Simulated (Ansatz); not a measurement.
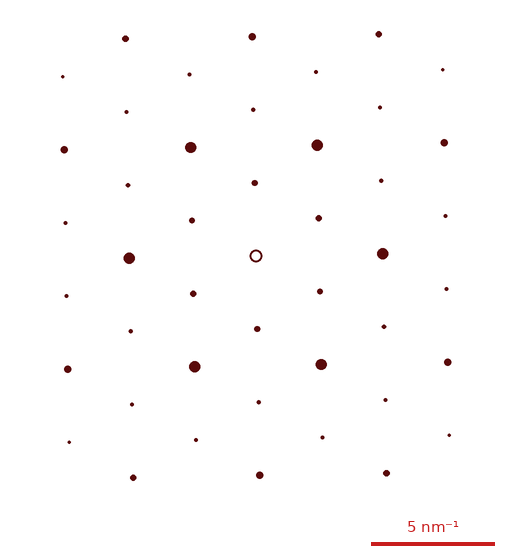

Simulated selected-area electron diffraction pattern (120 kV, kinematic approximation, thin crystal, B = 0.5 Å² for all atoms).

Phase: Si, space group P-3m1 (No. 164), a = 3.863 Å, c = 22.150 Å (hexagonal axes). Structure: the end point of a relaxation with Ansatz, DFT PBE, scalar-relativistic, plane waves, PAW; the starting structure was generated, so it need not be a known form of this composition.

> Determine the zone axis from the geometry of the pattern.

The spots form a hexagonal net with both shortest vectors at d = 3.35 Å, 60.0° apart. They index as 1 -1 0 and 1 0 0, so the zone axis is [001]. The zones [101], [211], [121], [201] give nearly the same net, so geometry alone does not settle it; this pattern was computed for [001].
